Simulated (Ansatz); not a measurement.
**HfO$_{2}$: density, localisation and related maps**

Input file:

```
crystal:
  lattice:
    - [5.0803194, 0.0, 0.0]
    - [0.0, 5.16486745, 0.0]
    - [0.0, 0.0, 4.89088365]
  atoms:
    - { symbol: Hf, position: [0.22259082, 0.78179958, 0.27206794] }
    - { symbol: Hf, position: [0.72259082, 0.71820042, 0.72793206] }
    - { symbol: Hf, position: [0.77740918, 0.21820042, 0.27206794] }
    - { symbol: Hf, position: [0.27740918, 0.28179958, 0.72793206] }
    - { symbol: O, position: [0.18681532, 0.16364878, 0.10453462] }
    - { symbol: O, position: [0.68681532, 0.33635122, 0.89546538] }
    - { symbol: O, position: [0.81318468, 0.83635122, 0.10453462] }
    - { symbol: O, position: [0.31318468, 0.66364878, 0.89546538] }
    - { symbol: O, position: [0.0, 0.5, 0.48905445] }
    - { symbol: O, position: [0.5, 0.0, 0.51094555] }
    - { symbol: O, position: [0.0, 0.0, 0.57562499] }
    - { symbol: O, position: [0.5, 0.5, 0.42437501] }
hamiltonian:
  xc: blyp
  pseudopotentials: { kind: paw }
kpoints:
  mp_grid: { grid: [4, 4, 5] }
  band_path:
    path:
      - [[0.0, 0.0, 0.0], [0.0, 0.0, 0.5], [0.5, 0.0, 0.5], [0.5, 0.0, 0.0], [0.0, 0.0, 0.0], [0.0, 0.5, 0.0], [0.0, 0.5, 0.5], [0.5, 0.5, 0.5], [0.5, 0.5, 0.0], [0.0, 0.5, 0.0]]
      - [[0.5, 0.0, 0.0], [0.5, 0.5, 0.0]]
      - [[0.0, 0.5, 0.5], [0.0, 0.0, 0.5]]
      - [[0.5, 0.0, 0.5], [0.5, 0.5, 0.5]]
    npoints: 10
scf:
  occupations: { method: fermi_dirac, width: 0.05 }
  n_extra_bands: 30
output:
  forces: true
  stress: true
  eigenvalues: true
  fatbands: true
  write_density: true
  write_potential: true
  elf: true
  volumetric_format: npy
```

Launched as:

```sh
ansatz run input.yaml --threads 4 --pin off --max-ram 11264MiB --backend cpu --events-out ev --progress --plain --runs-dir out
```

Below, planes, directions and counts refer to the conventional cell (a = 5.08 Å, b = 5.16 Å, c = 4.89 Å, α = 90.00°, β = 90.00°, γ = 90.00°).

Space group P2₁2₁2; a structure from a database of computed crystals, not necessarily the ambient phase; computed pressure about 17 GPa in this cell.

Computed with Ansatz 0.2.0, Kohn-Sham DFT of a periodic cell, BLYP, Ansatz PAW.

The density is the valence pseudo-density of a PAW calculation; it isn't the true density close to the nuclei.

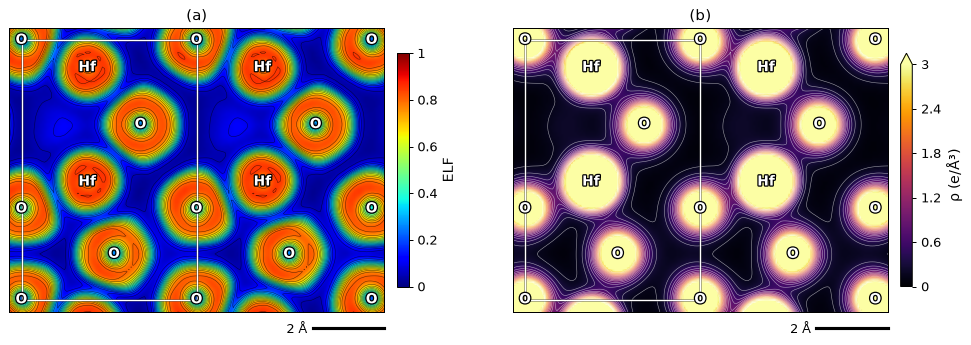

Figure 1. (a) ELF; (b) valence charge density (pseudo) on the (110) plane of the conventional cell.

What does the map show?

Answer.
- The section cuts through Hf and O sites.
- Hf–O (1.99 Å): ρ at the midpoint is about 0.99 e/Å³; the ELF peaks at about 0.80 in the valence shell of O, 0.6 Å from its nucleus, and drops to about 0.20 between the two atoms; no localised pair shows between them.
- Hf–Hf (3.19 Å): ρ at the midpoint is about 0.15 e/Å³; the ELF is about 0.05 at the midpoint; no localised pair shows between them.
- Hf–O (2.18 Å): ρ at the midpoint is about 0.61 e/Å³; the ELF peaks at about 0.85 in the valence shell of O, 0.6 Å from its nucleus, and drops to about 0.15 between the two atoms: no shared electron pair shows on this line.
- Between the atoms the lowest density in this plane is 0.05 e/Å³.
- The features right at Hf lie inside the PAW spheres, where the map follows smoothed inner orbitals and isn't to be read closely.

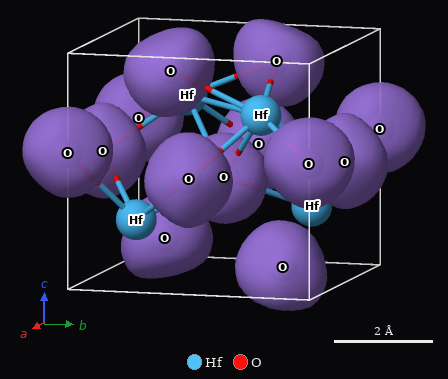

Figure 2. Isosurface of the electron localisation function at 0.6 (purple), seen slightly off an axis. Only the valence region is drawn (cores and ρ < 0.01 e/Å³ removed). Sticks mark near contacts.

Identify the bonds, lone pairs and shells in this picture.

Answer. The ELF exceeds this value in eight regions wrapped around O (the valence shell of each), counted in one cell of 12 atoms. Any copies at cell faces, edges or corners count once.

Does the calculation give a band gap?

Answer. It is gapped, with a Kohn–Sham gap of 4.0 eV on the k-point mesh, an upper bound to the gap of this method.
